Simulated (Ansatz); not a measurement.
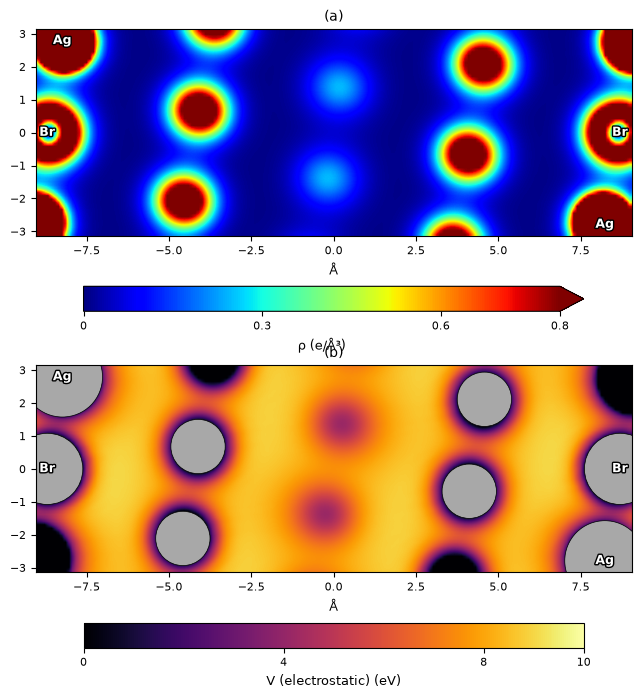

Figure. AgBr₃. (a) valence charge density (pseudo); (b) electrostatic potential energy of an electron on the (111) plane of the conventional cell. Grey discs cover the atomic cores in the potential map.

Space group I4/mmm; started from the TiAl3 (D0_22)_139 prototype, which need not be the ambient phase.

Method: Ansatz, DFT PBE, scalar-relativistic, plane waves, PAW.

In a PAW calculation such maps are meaningful between the atoms, not at the nuclei.

Input file:

```
crystal:
  lattice:
    - [-2.3017763965, 2.3017763965, 5.1416303922]
    - [2.3017763965, -2.3017763965, 5.1416303922]
    - [2.3017763965, 2.3017763965, -5.1416303922]
  atoms:
    - { symbol: Ag, position: [0.0, 0.0, 0.0] }
    - { symbol: Br, position: [0.5, 0.5, 0.0] }
    - { symbol: Br, position: [0.25, 0.75, 0.5] }
    - { symbol: Br, position: [0.75, 0.25, 0.5] }
basis:
  ecutwfc: 420
kpoints:
  mp_grid: { grid: [14, 14, 14] }
hamiltonian:
  xc: pbe
scf:
  occupations: { method: gaussian, width: 0.1 }
output:
  forces: true
  stress: true
  eigenvalues: true
  write_density: true
  write_potential: true
  elf: true
  volumetric_format: npy
relax:
  adjacent_minimum: "off"
  f_tol: 0.01
  max_steps: 80
  cell: { stress_tol: 0.05 }
```

Command:

```sh
ansatz run input.yaml --threads 1 --pin off --max-ram 2560MiB --backend cpu --events-out ev --progress --plain --runs-dir out
```

Below, planes, directions and counts refer to the conventional cell (a = 4.00 Å, b = 4.00 Å, c = 16.92 Å, α = 90.00°, β = 90.00°, γ = 90.00°).

The fields are those of the relaxed geometry.

### Describe what can be read from this map.

The plane passes through Ag and Br nuclei.
Atoms just off the plane (Br, 0.7 Å away) can leave unmarked features too.
Ag–Br (2.83 Å): the density is about 0.25 e/Å³ at the midpoint.
Between the atoms the lowest density in this plane is 0.007 e/Å³.
Outside the cores the potential energy rises away from the atoms and is highest about 2.0 Å from the nearest atoms; its zero is arbitrary.

### Metal or insulator at this level of theory?

It is gapless in this calculation (a metal or semimetal).
